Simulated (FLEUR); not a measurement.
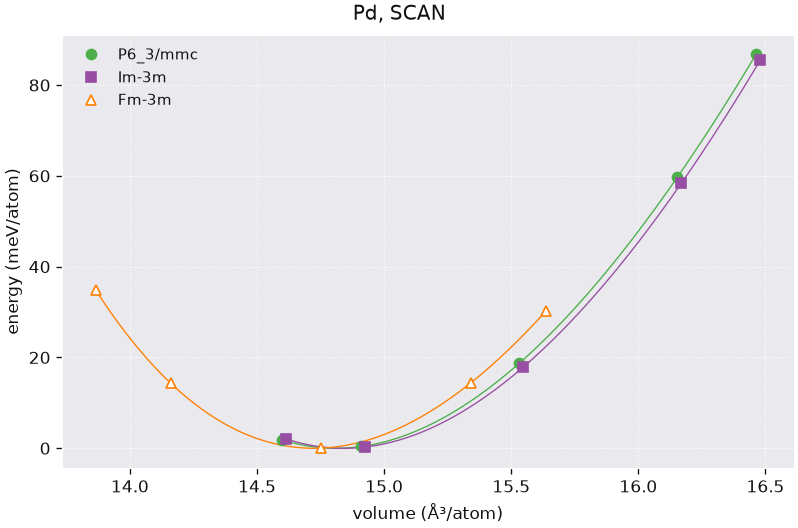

The plot gives the computed energy against volume, with one curve for each structure, for Pd. Each energy curve has its own zero, so the curves don't rank the structures.

Computed with FLEUR MaX-R8.1 (later development tree): all-electron LAPW DFT, no spin polarisation; energies at scaled volumes of the given cell, shape and fractions fixed, counted from the fit's minimum, third-order Birch-Murnaghan fit. Level: SCAN.

- occupations: Fermi–Dirac
- smearing width: 0.05 eV
- potentials: all electron

Settings that differ: P6_3/mmc: k mesh 11×11×6; Im-3m: k mesh 12×12×12; Fm-3m: k mesh 12×12×12.

Order the curves by fitted equilibrium volume, smallest first.

Answer. Fm-3m 14.724, P6_3/mmc 14.811, Im-3m 14.841 Å³/atom.

Note: shape and atomic fractions are frozen while scaling, which makes layered, chain and framework solids too stiff.

The computed values:

P6_3/mmc:
| volume (Å³/atom) | energy (meV/atom) |
| --- | --- |
| 14.60 | 1.84 |
| 14.91 | 0.40 |
| 15.53 | 18.69 |
| 16.15 | 59.64 |
| 16.46 | 86.78 |

Im-3m:
| volume (Å³/atom) | energy (meV/atom) |
| --- | --- |
| 14.61 | 2.09 |
| 14.93 | 0.28 |
| 15.55 | 17.86 |
| 16.17 | 58.34 |
| 16.48 | 85.48 |

Fm-3m:
| volume (Å³/atom) | energy (meV/atom) |
| --- | --- |
| 13.865 | 34.86 |
| 14.160 | 14.33 |
| 14.750 | 0.04 |
| 15.340 | 14.35 |
| 15.635 | 30.13 |
